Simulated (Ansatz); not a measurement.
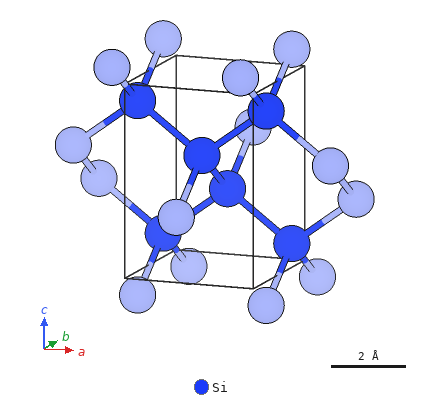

The crystal in a ball-and-stick representation, seen slightly off an axis. The frame is the conventional unit cell; atoms at its boundary are shown with their periodic copies. Every bond is drawn to its end, so some atoms lie outside the box, in fainter colours.

Si, space group Imma (No. 74), a = 3.767 Å, b = 3.933 Å, c = 5.444 Å, α = 90.00°, β = 90.00°, γ = 90.00°. Source of the structure: a structure type filled with this element by a generator (whether the element takes this form wasn't checked). The cell was then strained or its atoms displaced on purpose. A calculation with Ansatz used it as input.

This one geometry was computed with Ansatz (DFT, plane waves, PAW) at three levels of theory: PBE, HSE06 and r2SCAN. It was relaxed with r2SCAN and then strained.

**Which level gives the highest pressure at this volume, and what does that say about its equilibrium volume?**

Highest: PBE (1.4 GPa), which points to the largest equilibrium volume. Lowest, with the smallest volume: HSE06 (-0.1 GPa) and r2SCAN (0.1 GPa). Levels within 0.5 GPa of each other can't be told apart.

**How does the band gap change with the level of theory?**

PBE: a gap of 0.21 eV, indirect; r2SCAN: a gap of 0.38 eV, indirect; HSE06: a gap of 0.76 eV, indirect.

**Collect the results in a table.**

| level | cutoff (eV) | k-mesh of the run's cell | gap (eV) | pressure (GPa) |
| --- | --- | --- | --- | --- |
| PBE | 420 | 8×8×8 | 0.21 | 1.4 |
| HSE06 | 420 | 6×6×6 | 0.76 | -0.1 |
| r2SCAN | 500 | 8×8×8 | 0.38 | 0.1 |

Gaps are taken on the k-mesh or band path of each run.
